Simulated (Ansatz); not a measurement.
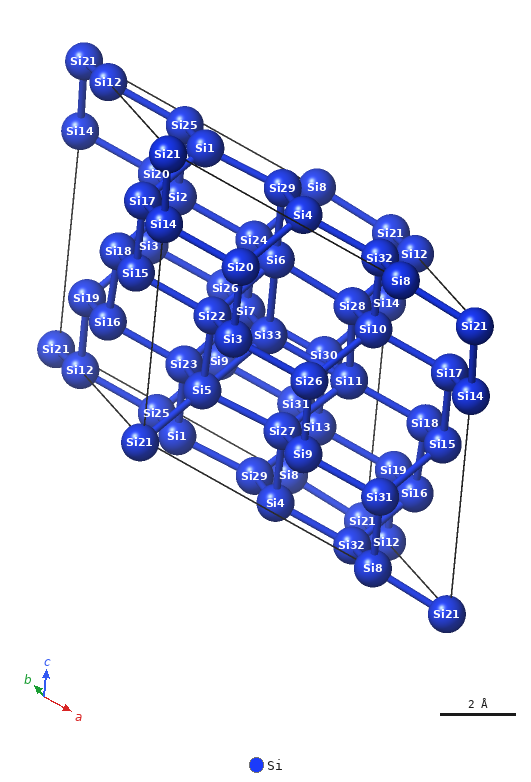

Figure 1. The structure of run A (ball-and-stick view of the cell of the calculation, seen slightly off an axis; atoms are numbered from 1 in the order of the input). Near neighbours in the crystal (not all of them lie inside the picture): Si has 4 Si at 2.33 to 2.48 Å; Si has 5 Si at 2.34 to 2.48 Å.

# Si: one change and its effect

System: Si (defect cell, 33 atoms in the cell, total charge −1).
Method of run A: DFT PBEsol, scalar-relativistic, plane waves, PAW, spin-polarised (Ansatz 0.2.0).

The structure derives from a Materials Project entry. Text and figures count atoms from 1; the logs count them from 0 in places.

**Input, run A**
```yaml
crystal:
  lattice:
    - [-5.433834161, 5.433834161, 5.433834161]
    - [5.433834161, -5.433834161, 5.433834161]
    - [5.433834161, 5.433834161, -5.433834161]
  atoms:
    - { symbol: Si, position: [0.2488012717, 0.5, -0.0006533457] }
    - { symbol: Si, position: [0.2505453826, 0.7511987283, 0.7511987283] }
    - { symbol: Si, position: [0.2488012717, -0.0006533457, 0.5] }
    - { symbol: Si, position: [0.5, 0.2488012717, -0.0006533457] }
    - { symbol: Si, position: [0.236751157, 0.236751157, 0.236751157], spin: 0.091 }
    - { symbol: Si, position: [0.5, 0.5, 0.763248843], spin: 0.091 }
    - { symbol: Si, position: [0.5, 0.763248843, 0.5], spin: 0.091 }
    - { symbol: Si, position: [0.7494546174, 0.0006533457, 0.0006533457] }
    - { symbol: Si, position: [0.5, -0.0006533457, 0.2488012717] }
    - { symbol: Si, position: [0.7511987283, 0.2505453826, 0.7511987283] }
    - { symbol: Si, position: [0.763248843, 0.5, 0.5], spin: 0.091 }
    - { symbol: Si, position: [0.0006533457, 0.7494546174, 0.0006533457] }
    - { symbol: Si, position: [0.7511987283, 0.7511987283, 0.2505453826] }
    - { symbol: Si, position: [0.0006533457, 0.0006533457, 0.7494546174] }
    - { symbol: Si, position: [-0.0006533457, 0.2488012717, 0.5] }
    - { symbol: Si, position: [-0.0006533457, 0.5, 0.2488012717] }
    - { symbol: Si, position: [0.0, 0.25, 0.75] }
    - { symbol: Si, position: [0.0117449623, 0.5, 0.5] }
    - { symbol: Si, position: [0.0, 0.75, 0.25] }
    - { symbol: Si, position: [0.25, 0.0, 0.75] }
    - { symbol: Si, position: [-0.0117449623, -0.0117449623, -0.0117449623] }
    - { symbol: Si, position: [0.2488689838, 0.2488689838, 0.5], spin: 0.091 }
    - { symbol: Si, position: [0.2488689838, 0.5, 0.2488689838], spin: 0.091 }
    - { symbol: Si, position: [0.5, 0.7511310162, 0.7511310162], spin: 0.091 }
    - { symbol: Si, position: [0.25, 0.75, 0.0] }
    - { symbol: Si, position: [0.5, 0.0117449623, 0.5] }
    - { symbol: Si, position: [0.5, 0.2488689838, 0.2488689838], spin: 0.091 }
    - { symbol: Si, position: [0.7511310162, 0.5, 0.7511310162], spin: 0.091 }
    - { symbol: Si, position: [0.5, 0.5, 0.0117449623] }
    - { symbol: Si, position: [0.7511310162, 0.7511310162, 0.5], spin: 0.091 }
    - { symbol: Si, position: [0.75, 0.0, 0.25] }
    - { symbol: Si, position: [0.75, 0.25, 0.0] }
    - { symbol: Si, position: [0.5, 0.5, 0.5], spin: 0.091 }
  host:
    lattice:
      - [0.0, 2.7169170805, 2.7169170805]
      - [2.7169170805, 0.0, 2.7169170805]
      - [2.7169170805, 2.7169170805, 0.0]
    atoms:
      - { symbol: Si, position: [0.25, 0.25, 0.25] }
      - { symbol: Si, position: [0.0, 0.0, 0.0] }
total_charge: -1
basis:
  ecutwfc: 420
  xc_grid: 2
kpoints:
  mp_grid: { grid: [3, 3, 3], shift: [0.0, 0.0, 0.0] }
hamiltonian:
  xc: pbesol
scf:
  occupations: { method: gaussian, width: 0.02 }
output:
  forces: true
  stress: false
  eigenvalues: true
  populations: true
  charged_corrections:
    defect_position: [0.5, 0.5, 0.5]
    epsilon: [[13.2922, 0.0, 0.0], [0.0, 13.2922, 0.0], [0.0, 0.0, 13.2922]]
  write_density: true
  write_potential: true
  elf: true
  volumetric_format: npy
magnetization:
  spin_polarized: true
relax:
  adjacent_minimum: "off"
  f_tol: 0.025
  max_steps: 45
```

Launched with:
```bash
ansatz run input.yaml --threads 4 --pin off --max-ram 6144MiB --backend cpu --events-out ev --progress --plain --runs-dir out
```

Hardware: 4 threads of Arm Neoverse V2, 24 GiB of memory available, shared host.

**Output, shortened to warnings, some set-up lines, iterations and results (run A)**
```
Basis set: ecut = 420 eV, 12527 PW (Γ), exchange–correlation on 128×128×128 points (8 copies of the dense FFT grid, shifted against one another)
Symmetry: 24 space group operations
k-points: 4 of 27 (time reversal used)
Initial density: superposition of atomic densities (chi_scale 0.1, normalization cell)
[...]
SCF iter   1: F=—  HF=-20501.612630 eV  |F-HF|=—  |Δ(HF+E_count)|=         —  Δρ=2.17e-2 (↑2.15e-2 ↓2.17e-2)  dr2=1.04e1  dr2_m=4.61e-3  M=1.035 μB ∫|m|=1.035 μB  β_m=0.30  …
SCF iter   2: F=—  HF=-20500.414734 eV  |F-HF|=—  |Δ(HF+E_count)|=    1.20e0  Δρ=1.65e-2 (↑1.63e-2 ↓1.65e-2)  dr2=6.26e0  dr2_m=2.69e-3  M=1.097 μB ∫|m|=1.097 μB  β_m=0.30  …
SCF iter   3: F=—  HF=-20498.596122 eV  |F-HF|=—  |Δ(HF+E_count)|=    1.82e0  Δρ=2.36e-3 (↑2.36e-3 ↓2.35e-3)  dr2=1.18e-1  dr2_m=1.50e-3  M=1.045 μB ∫|m|=1.045 μB  β_m=0.30  …
SCF iter   4: F=—  HF=-20498.599549 eV  |F-HF|=—  |Δ(HF+E_count)|=   3.43e-3  Δρ=1.75e-3 (↑1.73e-3 ↓1.75e-3)  dr2=7.75e-2  dr2_m=8.91e-4  M=1.083 μB ∫|m|=1.083 μB  β_m=0.30  …
SCF iter   5: F=—  HF=-20498.620221 eV  |F-HF|=—  |Δ(HF+E_count)|=   2.07e-2  Δρ=4.24e-4 (↑4.24e-4 ↓3.86e-4)  dr2=1.72e-3  dr2_m=5.33e-4  M=1.085 μB ∫|m|=1.085 μB  β_m=0.30  …
[... 11 lines ...]
SCF iter   3: F=—  HF=-20498.622320 eV  |F-HF|=—  |Δ(HF+E_count)|=   7.60e-5  Δρ=1.31e-5 (↑1.29e-5 ↓1.31e-5)  dr2=7.58e-6  dr2_m=1.52e-8  M=1.288 μB ∫|m|=1.288 μB  β_m=0.75  …
SCF iter   4: F=—  HF=-20498.622494 eV  |F-HF|=—  |Δ(HF+E_count)|=   1.75e-4  Δρ=3.03e-6 (↑2.89e-6 ↓3.03e-6)  dr2=5.09e-7  dr2_m=1.30e-9  M=1.288 μB ∫|m|=1.289 μB  β_m=0.88  …
SCF iter   5: F=-20498.622494 eV  HF=-20498.622494 eV  |F-HF|=6.49e-9  |Δ(HF+E_count)|=   4.04e-8  Δρ=5.55e-7 (↑5.32e-7 ↓5.55e-7)  dr2=1.74e-8  dr2_m=2.14e-11  M=1.288 μB …
SCF 2 converged in 5 iterations: F = -20498.622494 eV  dr2 = 1.74e-8
relax step   2: F+E_penalty+E_count = -20498.62249431 eV  Δ(F+E_penalty+E_count) = -2.712e-3 eV  max|allowed force component| = 1.621e-2 eV/Å  Δτ_max = 0.0058 Å  (5 SCF …
SCF converged after 5 iterations
Magnetization: 1.2876 μB (67.1438 up, 65.8562 down)
Absolute magnetization: 1.2885 μB (∫|ρ↑−ρ↓|, with the PAW one-centre terms)
Spin contamination: 0.0013 ħ² per cell (⟨S²⟩ above its minimum at these occupations)
Per-site moments (μB) at R_I (Å): [(0.009932775484349218, 0.9613622836300891), (0.009932775484349222, 0.9613622836300889), (0.009932775484349263, 0.9613622836300888), (0.009932775484349251, 0.9613622836300891), (0.017455796698325605, 0.9659338191494798), (0.017455796698325598, 0.965933819149481), …
Free energy (F): -20498.622494 eV
Harris-Foulkes:  -20498.622494 eV  (|F-HF|=6.49e-9)
Internal energy: -20498.616128 eV  (E = F + TS)
E sigma→0 (E₀):  -20498.619311 eV
Entropy (-TS):   -0.006366 eV (-0.193 meV/atom)
Fermi energy:    7.299088 eV
--- Per-component energies (eV) ---
  E_band       = 179.674876
  E_kinetic    = 1349.930943
  E_local      = -888.243995  (includes V_loc(G=0)·N_el)
  E_nonlocal   = 863.728555
  E_hartree    = 249.097402
  E_xc         = -1819.033751
  E_vxc        = -1563.983006  (∫ρ·V_xc dr)
  E_paw        = -16463.728920  (= ΣΔE_a)
  E_vpaw       = -79.951752  (= ΣTr[D̂ρ^β])
  E_aug_tail   = 0.000200  (compensation charges beyond the density's cutoff)
  E_ewald      = -3791.408064
  E_core_change = 1.041502  (= ΣΔE_core)
  E_smearing   = -0.006366  (= −TS)
  E_closure    = 0.000000  (closes the sum)
  E_deformation_potential = -12.939475  (in the stress; not in F)
  Σ components = -20498.622494   (vs F -20498.622494, Δ=0.00e0)
[...]
```

For run B the input was changed thus:
```diff
-total_charge: -1
+total_charge: 1
```

Predict how the results change.

The total energies belong to different systems, so their difference says nothing on which is more stable or more accurate. The net moment of the cell goes from 1.29 to 0.00 μB. A charged cell is computed with a uniform neutralising background, so its energy and pressure depend on the cell and aren't those of a real crystal. The SCF takes 23 iterations over all geometry steps against 17. On the same kind of shared host run B took about 1.4 times as long.

**Output, shortened to warnings, some set-up lines, iterations and results (run B)**
```
WARN: the starting moments were not kept: the SCF closed with an absolute magnetisation of 2.8e-3 μB, where they sum to 1.001 μB in size (11 sites). That is at most 0.1 of that sum. Measured as dr2_m measures the in/out step, that magnetisation stands 4.6e-8 eV from none, at or under the dr2_threshold of 1.6e-5 eV: it is no larger than a step whose dr2_m would equal this threshold. The system may …
Basis set: ecut = 420 eV, 12527 PW (Γ), exchange–correlation on 128×128×128 points (8 copies of the dense FFT grid, shifted against one another)
Symmetry: 24 space group operations
k-points: 4 of 27 (time reversal used)
Initial density: superposition of atomic densities (chi_scale 0.1, normalization cell)
[...]
SCF iter   1: F=—  HF=-20516.510813 eV  |F-HF|=—  |Δ(HF+E_count)|=         —  Δρ=2.25e-2 (↑2.22e-2 ↓2.25e-2)  dr2=1.18e1  dr2_m=7.38e-3  M=0.325 μB ∫|m|=0.330 μB  β_m=0.30  …
SCF iter   2: F=—  HF=-20514.982143 eV  |F-HF|=—  |Δ(HF+E_count)|=    1.53e0  Δρ=1.67e-2 (↑1.64e-2 ↓1.67e-2)  dr2=6.59e0  dr2_m=3.93e-3  M=0.317 μB ∫|m|=0.319 μB  β_m=0.30  …
SCF iter   3: F=—  HF=-20513.058576 eV  |F-HF|=—  |Δ(HF+E_count)|=    1.92e0  Δρ=1.99e-3 (↑1.88e-3 ↓1.99e-3)  dr2=7.46e-2  dr2_m=1.76e-3  M=0.391 μB ∫|m|=0.392 μB  β_m=0.30  …
SCF iter   4: F=—  HF=-20513.065532 eV  |F-HF|=—  |Δ(HF+E_count)|=   6.96e-3  Δρ=1.46e-3 (↑1.35e-3 ↓1.46e-3)  dr2=4.10e-2  dr2_m=1.06e-3  M=0.353 μB ∫|m|=0.354 μB  β_m=0.30  …
SCF iter   5: F=—  HF=-20513.085003 eV  |F-HF|=—  |Δ(HF+E_count)|=   1.95e-2  Δρ=4.81e-4 (↑4.81e-4 ↓4.18e-4)  dr2=3.85e-3  dr2_m=6.62e-4  M=0.310 μB ∫|m|=0.311 μB  β_m=0.30  …
[... 19 lines ...]
SCF iter   3: F=—  HF=-20513.094948 eV  |F-HF|=—  |Δ(HF+E_count)|=   3.76e-5  Δρ=1.37e-5 (↑1.37e-5 ↓1.35e-5)  dr2=3.56e-6  dr2_m=3.23e-9  M=-0.000 μB ∫|m|=0.000 μB  β_m=0.76  …
SCF iter   4: F=—  HF=-20513.095114 eV  |F-HF|=—  |Δ(HF+E_count)|=   1.66e-4  Δρ=1.95e-6 (↑1.95e-6 ↓1.92e-6)  dr2=1.71e-7  dr2_m=1.62e-10  M=-0.000 μB ∫|m|=0.000 μB  β_m=0.74 …
SCF iter   5: F=-20513.095114 eV  HF=-20513.095114 eV  |F-HF|=3.54e-9  |Δ(HF+E_count)|=   3.33e-9  Δρ=6.63e-7 (↑6.58e-7 ↓6.63e-7)  dr2=9.19e-9  dr2_m=3.33e-11  M=-0.000 μB …
SCF 3 converged in 5 iterations: F = -20513.095114 eV  dr2 = 9.19e-9
relax step   3: F+E_penalty+E_count = -20513.09511423 eV  Δ(F+E_penalty+E_count) = -1.100e-3 eV  max|allowed force component| = 1.910e-3 eV/Å  Δτ_max = 0.0061 Å  (5 SCF …
SCF converged after 5 iterations
Magnetization: -0.0000 μB (65.5000 up, 65.5000 down)
Absolute magnetization: 0.0001 μB (∫|ρ↑−ρ↓|, with the PAW one-centre terms)
Spin contamination: 0.0000 ħ² per cell (⟨S²⟩ above its minimum at these occupations)
Per-site moments (μB) at R_I (Å): [(-2.7626825757055737e-7, 0.9614900586327149), (-2.762682575369703e-7, 0.9614900586327141), (-2.7626825754706904e-7, 0.9614900586327146), (-2.7626825754640756e-7, 0.9614900586327149), (-5.866336398141949e-7, 0.9667822331235439), (-5.866336398296556e-7, …
Free energy (F): -20513.095114 eV
Harris-Foulkes:  -20513.095114 eV  (|F-HF|=3.54e-9)
Internal energy: -20513.090952 eV  (E = F + TS)
E sigma→0 (E₀):  -20513.093033 eV
Entropy (-TS):   -0.004162 eV (-0.126 meV/atom)
Fermi energy:    7.110394 eV
--- Per-component energies (eV) ---
  E_band       = 169.838055
  E_kinetic    = 1324.273447
  E_local      = -887.296098  (includes V_loc(G=0)·N_el)
  E_nonlocal   = 856.861704
  E_hartree    = 246.931776
  E_xc         = -1799.330081
  E_vxc        = -1538.624106  (∫ρ·V_xc dr)
  E_paw        = -16462.820293  (= ΣΔE_a)
  E_vpaw       = -79.240523  (= ΣTr[D̂ρ^β])
  E_aug_tail   = 0.000200  (compensation charges beyond the density's cutoff)
  E_ewald      = -3792.753110
  E_core_change = 1.041502  (= ΣΔE_core)
  E_smearing   = -0.004162  (= −TS)
  E_closure    = 0.000000  (closes the sum)
  E_deformation_potential = 12.939475  (in the stress; not in F)
[...]
```

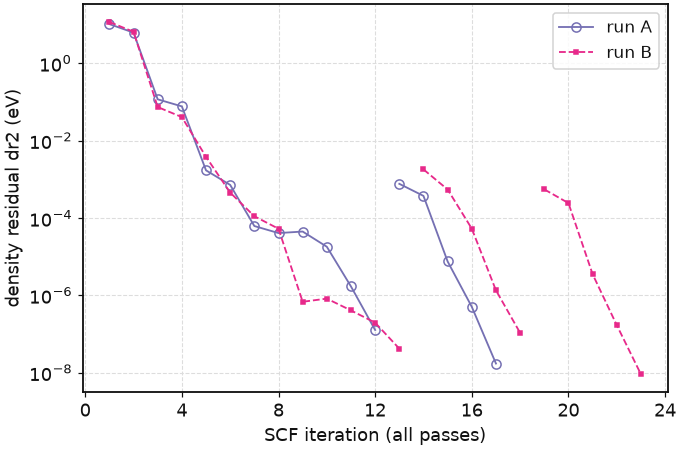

Figure 2. Convergence of the two runs: density residual dr2 against the SCF iteration. A break in a curve parts two SCF passes. Run A takes 17 iterations in all, and run B takes 23.

**The two runs side by side**

| quantity | run A | run B |
| --- | --- | --- |
| outcome | converged | converged |
| free energy per atom (eV) | −621.1704 | −621.6089 |
| gap on the mesh (eV) | 0.00 | 0.00 |
| net moment of the cell (μB) | 1.29 | 0.00 |
| absolute moment of the cell (μB) | 1.29 | 0.00 |
| largest force (eV/Å) | 0.016 | 0.002 |
| SCF iterations | 17 | 23 |
| irreducible k-points | 4 | 4 |
| wall time (shared host) | 55 s | 79 s |

For run B: Warnings: some starting moments were not kept.
